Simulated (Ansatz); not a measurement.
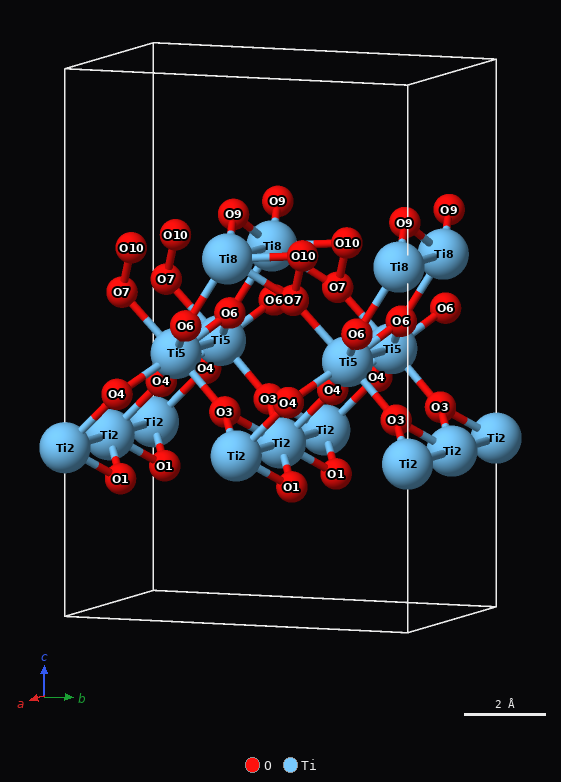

**Figure 1.** The structure as given in the input (ball-and-stick view of the 2 × 2 repeat of the cell, with the vacuum cut short, seen slightly off an axis; atoms are numbered from 1 in the order of the input). An atom can appear more than once, as a periodic image.

Run report: Ti3O7, single-point calculation (part 1 of 2)

Ti3O7 (slab, 10 atoms in the cell), computed with DFT, RPBE, plane waves, PAW, spin-polarised (Ansatz 0.2.0).

The structure derives from an entry of the Crystallography Open Database. Figures and captions count atoms from 1; the log counts them from 0 in places.

### The input
```yaml
crystal:
  lattice:
    - [2.9389940238, 0.0, 0.0]
    - [0.0, 4.5912476139, 0.0]
    - [0.0, 0.0, 25.3869879129]
  atoms:
    - { symbol: O, position: [0.5, 0.1955612559, 0.3348171917] }
    - { symbol: Ti, position: [0.0, 0.0, 0.3701845285] }
    - { symbol: O, position: [0.5, 0.8044387441, 0.4055518651] }
    - { symbol: O, position: [0.0, 0.3044387441, 0.4252424054] }
    - { symbol: Ti, position: [0.4585660944, 0.5095519138, 0.4603564545] }
    - { symbol: O, position: [-0.0165621036, 0.7004455392, 0.4956926907] }
    - { symbol: O, position: [0.521631045, 0.2099404948, 0.5191167651] }
    - { symbol: Ti, position: [-0.1207600637, -0.0813738532, 0.562129655] }
    - { symbol: O, position: [0.3766216596, 0.8231913439, 0.5988695628] }
    - { symbol: O, position: [0.7340288728, 0.3184085251, 0.5664481256], spin: 2.0 }
kpoints:
  mp_grid: { grid: [9, 6, 1] }
hamiltonian:
  xc: rpbe
scf:
  occupations: { method: gaussian, width: 0.05 }
output:
  forces: true
  eigenvalues: true
magnetization:
  spin_polarized: true
efield:
  axis: 3
  dipole_correction: true
  ramp_width: 0.04
```

Run on 2 threads of AMD EPYC (Zen 5), 32 GiB of memory available, shared host.

Launch command:
```bash
ansatz run input.yaml --threads 2 --pin off --max-ram 5120MiB --backend cpu --events-out ev --progress --plain --runs-dir out
```

### The program's output
```
Engine: ansatz 0.2.0, x86_64-unknown-linux-gnu
Pseudopotentials: kind: paw
Pseudopotential: O, paw, valence charge 6, recommended cutoff 420 eV (normal), O.paw.azcp
Pseudopotential: Ti, paw, valence charge 12, recommended cutoff 420 eV (normal), Ti.paw.azcp
Functional definition: RPBE
  parameter kappa = 0.804
  parameter beta = 0.06672455060314922
  exchange = rpbe_x(kappa = kappa, mu = beta*pi^2/3)
  correlation = pbe_c(beta = beta)
Crystal: 10 atoms, lattice volume = 342.563 Å³
Basis set: ecut = 420 eV, 6683 PW (Γ), exchange–correlation on 40×64×360 points (8 copies of the dense FFT grid, shifted against one another)
Bands: 50, of which v1, the nominal top of the filled ones, is band 39 counted from 1 (38 counted from 0)
Symmetry: 1 space group operations
k-points: 28 of 54 (time reversal used)
Non-local potential: O, projectors of the file, l = 0: 2, l = 1: 2, l = 2: 1
Non-local potential: Ti, projectors of the file, l = 0: 3, l = 1: 2, l = 2: 3, l = 3: 1
PAW form: soft (Blöchl's): semilocal exchange-correlation on the pseudo side does not see the compensation charge
PAW frozen core: O, regenerated for the run's functional, and the local potential with it (the file was generated under x = pbe(κ = 0.804, μ = 0.2195149727645171), c = pbe(β = 0.06672455060314922))
PAW frozen core: Ti, regenerated for the run's functional, and the local potential with it (the file was generated under x = pbe(κ = 0.804, μ = 0.2195149727645171), c = pbe(β = 0.06672455060314922))
PAW one-centre angular grid: O, 110 points (default); XC on 64 Gauss nodes
PAW one-centre angular grid: Ti, 590 points (default); XC on 64 Gauss nodes
Initial density: superposition of atomic densities (neutral atoms: chi_scale 0, normalization atom)
Starting moments: Σ|m| = 2 μB on 1 of 10 sites
Initial wavefunctions: pseudopotential atomic-orbital guess
Functional: x = rpbe, c = pbe(β = 0.06672455060314922)
SCF iter   1: F=—  HF=-11515.615558 eV  |F-HF|=—  |Δ(HF+E_count)|=         —  Δρ=7.16e-2 (↑6.84e-2 ↓7.16e-2)  dr2=5.65e1  dr2_m=2.77e0  M=0.000 μB ∫|m|=0.290 μB  β_m=0.30  ethr=3.10e-3  p=0.000 e·Å  D=3.89e-7 V/Å  ΔV_dip=-0.00 eV  dr2_dipole=2.14e-2  V_vac-E_F(+/−)=6.94/6.94 eV  ⟨swp⟩=6.3  Hψ=11754  notcnv=0
Mixer restart at iter 1: flushing history
efield: sawtooth ramp at fractional position 0.9468 (placed from the atoms, in the widest stretch of the axis that holds none; the zero of the levels goes with the place), width 0.0400; the density the first Hamiltonian is built on has a dipole p = 0.000 e·Å; the dipole correction subtracts the counter field D = 3.89e-7 V/Å, which shifts the + side's vacuum level by -0.00 eV against the − side's; the planar-averaged density in the ramp window peaks in size at 2.1e-6 e/Å³
preconditioner: auto → Resta (q_TF=auto, 2.132 Å⁻¹)  ε∞=2.3  [insulator: Δε(μ)=2.039 eV  Ē_g=12.922 eV  σ=0.050 eV  W_gap=1.00  n_scr=42 (ndim 8)  ℏωp=14.7 eV  f_vac=0.636  D(μ)=0.00/eV (n_scr^D=0)  ε∞_Penn≈2.3  vacuum switching on, ρ_ref=1.2e-2 e/Å³]
spin=Collinear: Resta preconditioning applied to the charge; magnetization (m = ρ↑ − ρ↓) channel mixes plain (no charge-response kernel on spin).
SCF iter   2: F=—  HF=-11503.414092 eV  |F-HF|=—  |Δ(HF+E_count)|=    1.22e1  Δρ=2.86e-2 (↑2.62e-2 ↓2.86e-2)  dr2=3.26e0  dr2_m=1.35e0  M=0.000 μB ∫|m|=0.313 μB  β_m=0.30  ethr=3.10e-3  p=-0.034 e·Å  D=-1.78e-2 V/Å  ΔV_dip=0.45 eV  dr2_dipole=2.21e-3  V_vac-E_F(+/−)=7.80/7.35 eV  ⟨swp⟩=4.0  Hψ=7858  notcnv=0  defer=162  κ⁻¹=1.0e0(r=1)
density mixer auto → broyden: gapped, with many states about μ (density of states about μ 0.56 of a free-electron gas's, 42 screened modes)
SCF iter   3: F=—  HF=-11503.206192 eV  |F-HF|=—  |Δ(HF+E_count)|=   2.08e-1  Δρ=2.15e-2 (↑1.83e-2 ↓2.15e-2)  dr2=1.40e0  dr2_m=7.51e-1  M=0.000 μB ∫|m|=0.227 μB  β_m=0.30  ethr=3.10e-3  p=-0.049 e·Å  D=-2.56e-2 V/Å  ΔV_dip=0.65 eV  dr2_dipole=5.26e-4  V_vac-E_F(+/−)=7.18/6.53 eV  ⟨swp⟩=2.1  Hψ=3738  notcnv=0  defer=156  κ⁻¹=3.2e-2(r=2)
SCF iter   4: F=—  HF=-11503.307722 eV  |F-HF|=—  |Δ(HF+E_count)|=   1.02e-1  Δρ=1.38e-2 (↑1.21e-2 ↓1.38e-2)  dr2=5.34e-1  dr2_m=3.11e-1  M=0.000 μB ∫|m|=0.161 μB  β_m=0.30  ethr=1.79e-3  p=-0.039 e·Å  D=-2.03e-2 V/Å  ΔV_dip=0.52 eV  dr2_dipole=3.29e-3  V_vac-E_F(+/−)=6.84/6.33 eV  ⟨swp⟩=2.0  Hψ=4076  notcnv=0  defer=156  κ⁻¹=8.1e-3(r=3)
SCF iter   5: F=—  HF=-11503.432742 eV  |F-HF|=—  |Δ(HF+E_count)|=   1.25e-1  Δρ=3.78e-3 (↑3.78e-3 ↓2.97e-3)  dr2=6.21e-2  dr2_m=1.84e-2  M=0.000 μB ∫|m|=0.071 μB  β_m=0.30  ethr=6.85e-4  p=-0.060 e·Å  D=-3.16e-2 V/Å  ΔV_dip=0.80 eV  dr2_dipole=2.52e-5  V_vac-E_F(+/−)=6.39/5.59 eV  ⟨swp⟩=2.9  Hψ=5337  notcnv=0  defer=146  κ⁻¹=2.3e-3(r=4)
SCF iter   6: F=—  HF=-11503.438473 eV  |F-HF|=—  |Δ(HF+E_count)|=   5.73e-3  Δρ=2.21e-3 (↑2.21e-3 ↓1.39e-3)  dr2=1.57e-2  dr2_m=4.00e-3  M=0.000 μB ∫|m|=0.044 μB  β_m=0.30  ethr=7.97e-5  p=-0.060 e·Å  D=-3.16e-2 V/Å  ΔV_dip=0.80 eV  dr2_dipole=1.04e-5  V_vac-E_F(+/−)=6.36/5.55 eV  ⟨swp⟩=2.0  Hψ=4300  notcnv=0  defer=146  κ⁻¹=2.2e-4(r=5)
SCF iter   7: F=—  HF=-11503.442317 eV  |F-HF|=—  |Δ(HF+E_count)|=   3.84e-3  Δρ=1.06e-3 (↑1.06e-3 ↓6.30e-4)  dr2=3.02e-3  dr2_m=1.10e-3  M=0.000 μB ∫|m|=0.026 μB  β_m=0.30  ethr=2.01e-5  p=-0.061 e·Å  D=-3.20e-2 V/Å  ΔV_dip=0.81 eV  dr2_dipole=2.02e-6  V_vac-E_F(+/−)=6.36/5.55 eV  ⟨swp⟩=2.0  Hψ=4574  notcnv=0  defer=146  κ⁻¹=7.3e-5(r=6)
SCF iter   8: F=—  HF=-11503.444644 eV  |F-HF|=—  |Δ(HF+E_count)|=   2.33e-3  Δρ=4.18e-4 (↑4.18e-4 ↓3.45e-4)  dr2=4.73e-4  dr2_m=1.92e-4  M=0.000 μB ∫|m|=0.013 μB  β_m=0.30  ethr=3.88e-6  p=-0.060 e·Å  D=-3.16e-2 V/Å  ΔV_dip=0.80 eV  dr2_dipole=5.31e-8  V_vac-E_F(+/−)=6.35/5.55 eV  ⟨swp⟩=2.0  Hψ=4248  notcnv=0  defer=146  κ⁻¹=8.0e-6(r=7)
SCF iter   9: F=—  HF=-11503.445226 eV  |F-HF|=—  |Δ(HF+E_count)|=   5.82e-4  Δρ=2.04e-4 (↑2.04e-4 ↓1.80e-4)  dr2=1.25e-4  dr2_m=5.22e-5  M=0.000 μB ∫|m|=0.007 μB  β_m=0.30  ethr=6.06e-7  p=-0.060 e·Å  D=-3.15e-2 V/Å  ΔV_dip=0.80 eV  dr2_dipole=7.41e-7  V_vac-E_F(+/−)=6.34/5.54 eV  ⟨swp⟩=2.0  Hψ=4312  notcnv=0  defer=146  κ⁻¹=2.2e-6(r=8)
SCF iter  10: F=—  HF=-11503.445452 eV  |F-HF|=—  |Δ(HF+E_count)|=   2.26e-4  Δρ=8.65e-5 (↑7.02e-5 ↓8.65e-5)  dr2=2.42e-5  dr2_m=8.80e-6  M=0.000 μB ∫|m|=0.003 μB  β_m=0.30  ethr=1.60e-7  p=-0.059 e·Å  D=-3.12e-2 V/Å  ΔV_dip=0.79 eV  dr2_dipole=5.70e-9  V_vac-E_F(+/−)=6.33/5.53 eV  ⟨swp⟩=2.0  Hψ=4480  notcnv=0  defer=146  κ⁻¹=6.6e-6(r=8)
SCF iter  11: F=—  HF=-11503.445470 eV  |F-HF|=—  |Δ(HF+E_count)|=   1.83e-5  Δρ=4.77e-5 (↑4.15e-5 ↓4.77e-5)  dr2=6.64e-6  dr2_m=3.34e-6  M=0.000 μB ∫|m|=0.002 μB  β_m=0.30  ethr=3.11e-8  p=-0.059 e·Å  D=-3.12e-2 V/Å  ΔV_dip=0.79 eV  dr2_dipole=1.05e-8  V_vac-E_F(+/−)=6.33/5.54 eV  ⟨swp⟩=2.0  Hψ=4116  notcnv=0  defer=146  κ⁻¹=7.9e-6(r=8)
SCF iter  12: F=—  HF=-11503.445478 eV  |F-HF|=—  |Δ(HF+E_count)|=   8.00e-6  Δρ=1.67e-5 (↑1.37e-5 ↓1.67e-5)  dr2=8.07e-7  dr2_m=3.87e-7  M=0.000 μB ∫|m|=0.001 μB  β_m=0.30  ethr=8.52e-9  p=-0.059 e·Å  D=-3.11e-2 V/Å  ΔV_dip=0.79 eV  dr2_dipole=1.10e-8  V_vac-E_F(+/−)=6.33/5.54 eV  ⟨swp⟩=2.0  Hψ=4435  notcnv=0  defer=146  κ⁻¹=4.6e-7(r=8)
SCF iter  13: F=—  HF=-11503.445478 eV  |F-HF|=—  |Δ(HF+E_count)|=   4.92e-7  Δρ=7.93e-6 (↑6.23e-6 ↓7.93e-6)  dr2=1.84e-7  dr2_m=7.96e-8  M=0.000 μB ∫|m|=0.000 μB  β_m=0.30  ethr=1.03e-9  p=-0.059 e·Å  D=-3.12e-2 V/Å  ΔV_dip=0.79 eV  dr2_dipole=3.50e-11  V_vac-E_F(+/−)=6.33/5.54 eV  ⟨swp⟩=2.0  Hψ=4312  notcnv=0  defer=146  κ⁻¹=7.4e-6(r=8)
SCF iter  14: F=—  HF=-11503.445479 eV  |F-HF|=—  |Δ(HF+E_count)|=   1.96e-7  Δρ=3.44e-6 (↑3.15e-6 ↓3.44e-6)  dr2=2.64e-8  dr2_m=1.90e-8  M=0.000 μB ∫|m|=0.000 μB  β_m=0.30  ethr=2.36e-10  p=-0.059 e·Å  D=-3.12e-2 V/Å  ΔV_dip=0.79 eV  dr2_dipole=8.76e-11  V_vac-E_F(+/−)=6.33/5.54 eV  ⟨swp⟩=2.0  Hψ=4312  notcnv=0  defer=146  κ⁻¹=4.2e-6(r=8)
SCF iter  15: F=—  HF=-11503.445479 eV  |F-HF|=—  |Δ(HF+E_count)|=   4.69e-8  Δρ=2.15e-6 (↑2.07e-6 ↓2.15e-6)  dr2=1.11e-8  dr2_m=7.88e-9  M=0.000 μB ∫|m|=0.000 μB  β_m=0.30  ethr=3.39e-11  p=-0.059 e·Å  D=-3.12e-2 V/Å  ΔV_dip=0.79 eV  dr2_dipole=1.08e-13  V_vac-E_F(+/−)=6.33/5.54 eV  ⟨swp⟩=2.0  Hψ=4134  notcnv=0  defer=146  κ⁻¹=1.8e-6(r=8)
SCF iter  16: F=—  HF=-11503.445479 eV  |F-HF|=—  |Δ(HF+E_count)|=   1.57e-8  Δρ=6.24e-7 (↑6.24e-7 ↓5.23e-7)  dr2=8.56e-10  dr2_m=7.13e-10  M=0.000 μB ∫|m|=0.000 μB  β_m=0.30  ethr=1.42e-11  p=-0.059 e·Å  D=-3.12e-2 V/Å  ΔV_dip=0.79 eV  dr2_dipole=3.99e-12  V_vac-E_F(+/−)=6.33/5.54 eV  ⟨swp⟩=2.0  Hψ=4312  notcnv=0  defer=146  κ⁻¹=4.7e-6(r=8)
SCF iter  17: F=—  HF=-11503.445479 eV  |F-HF|=—  |Δ(HF+E_count)|=  9.40e-10  Δρ=3.71e-7 (↑3.71e-7 ↓3.46e-7)  dr2=6.35e-10  dr2_m=1.80e-10  M=0.000 μB ∫|m|=0.000 μB  β_m=0.30  ethr=1.10e-12  p=-0.059 e·Å  D=-3.12e-2 V/Å  ΔV_dip=0.79 eV  dr2_dipole=1.67e-11  V_vac-E_F(+/−)=6.33/5.54 eV  ⟨swp⟩=10.6  Hψ=11209  notcnv=0  κ⁻¹=8.4e-7(r=8)
SCF iter  18: F=-11503.445479 eV  HF=-11503.445479 eV  |F-HF|=9.64e-11  |Δ(HF+E_count)|=  1.29e-10  Δρ=1.62e-7 (↑1.51e-7 ↓1.62e-7)  dr2=9.72e-11  dr2_m=4.62e-11  M=0.000 μB ∫|m|=0.000 μB  ethr=1.00e-12  p=-0.059 e·Å  D=-3.12e-2 V/Å  ΔV_dip=0.79 eV  dr2_dipole=3.08e-12  V_vac-E_F(+/−)=6.33/5.54 eV  ⟨swp⟩=2.0  Hψ=5152  notcnv=0
SCF 1 converged in 18 iterations: F = -11503.445479 eV  dr2 = 9.72e-11
  greatest PAW one-centre occupation: 0.999 electrons in one spin orbital (limit 2), on the Ti atom at site 4 (counted from 0), in its partial waves of l = 0
```
